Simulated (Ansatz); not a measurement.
System: GaP (F-43m).

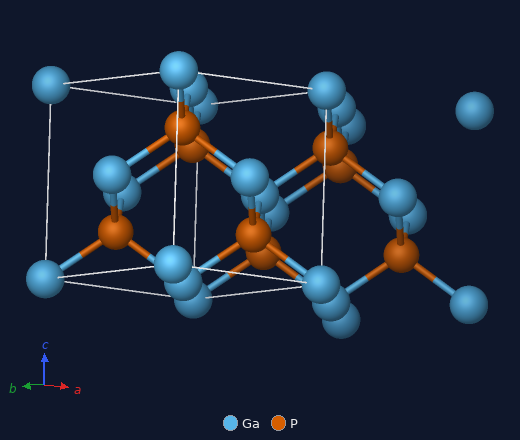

The structure (gallium blue, phosphorus orange). Bonds to atoms that aren't drawn are left out. 2×1×1 conventional cells are drawn. Some periodic images of atoms are drawn too.

```xyz
2
Lattice="0.0000 2.7252 2.7252 2.7252 0.0000 2.7252 2.7252 2.7252 0.0000" Properties=species:S:1:pos:R:3 pbc="T T T"
Ga    0.0000    0.0000    0.0000
P     1.3626    1.3626    1.3626
```

The cell and positions come from the Crystallography Open Database and are kept as given unless a step says otherwise. PAW set soft_2, made with PBE.

Gaps computed with Ansatz 0.2.0 without a self-energy: LDA 1.45 eV, PBE 1.60 eV, r2SCAN 1.86 eV and DDH-PBE0 2.10 eV.

Q: What gap should G0W0 on PBE give (6×6×6 mesh, 259 empty bands, screening to 200 eV, default PAW files)?

About 2.14 eV: on its mesh the run moves the gap from 1.65 eV by +0.54 eV, and the mesh misses the edges by 0.05 eV. Among the scalar-relativistic levels given, DDH-PBE0 is nearest (−0.04 eV). Bands and cutoff are finite, so the gap is not at the basis limit. The miss can reach some tenths of an eV and take either sign; the mesh is an error of its own. The many-body steps are scalar-relativistic: spin-orbit coupling is not in them.

[Paths, hosts, dates, memory and timing lines, banners, echoed tables and standing remarks are left out of the program output.]

[Logs are printed without paths, hosts, clocks, repeated set-up lines and the standing remarks that a program may print on its own settings, such as how far it seeks lower states.]

[Runs of the session that timed out or met a known fault of the program may be left out.]

[Cells called generated may have been cut or substituted from an entry of the Crystallography Open Database or the Materials Project.]

[Hosts, paths, dates, database ids (printed as entryN), source tags and the programs' standing remarks are cut or masked in the printed files.]
